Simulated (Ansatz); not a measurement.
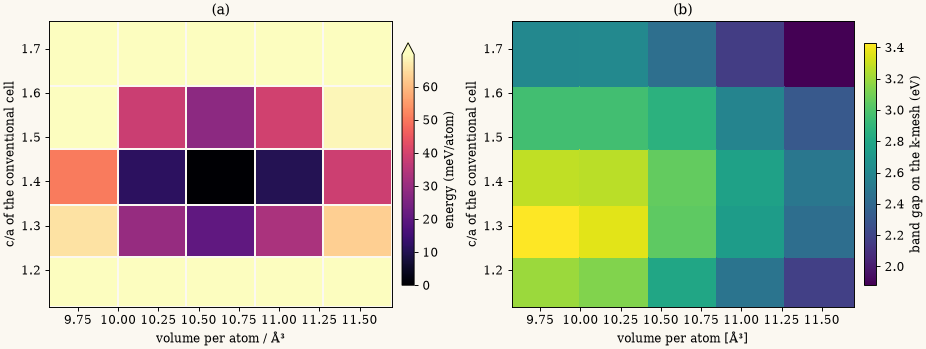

AlGaN2 (P-4m2, No. 115; 4 atoms in the cell). 
- The energy is mapped over volume and the cell's shape.
- The first coordinate is: volume per atom; the second: c/a of the conventional cell.
- Relaxed at each point: the atoms inside the fixed cell.
- The scan uses a 5 × 5 grid.
- Points are written as (first, second).
- All energies are given in meV/atom relative to the lowest grid point.
- The calculation used DFT LDA, scalar-relativistic, plane waves, PAW in Ansatz. Settings: cutoff 520 eV, k-mesh 8×8×6 in the order of the run's cell vectors, gaussian smearing 0.05 eV, no spin polarisation.

Panel (a) is the energy; panel (b) is the computed band gap on the k-mesh, in eV.

The picture shows one coloured cell a grid point, one colour for all values above the top of the scale.

How does the band gap on the k-mesh vary over the map, and what is it at the lowest grid point?

Answer. It runs from 1.88 eV at (11.49 Å³, 1.688) to 3.43 eV at (9.79 Å³, 1.285). At the lowest grid point, (10.64 Å³, 1.407), it is 3.06 eV.

PAW datasets: the set soft_1.
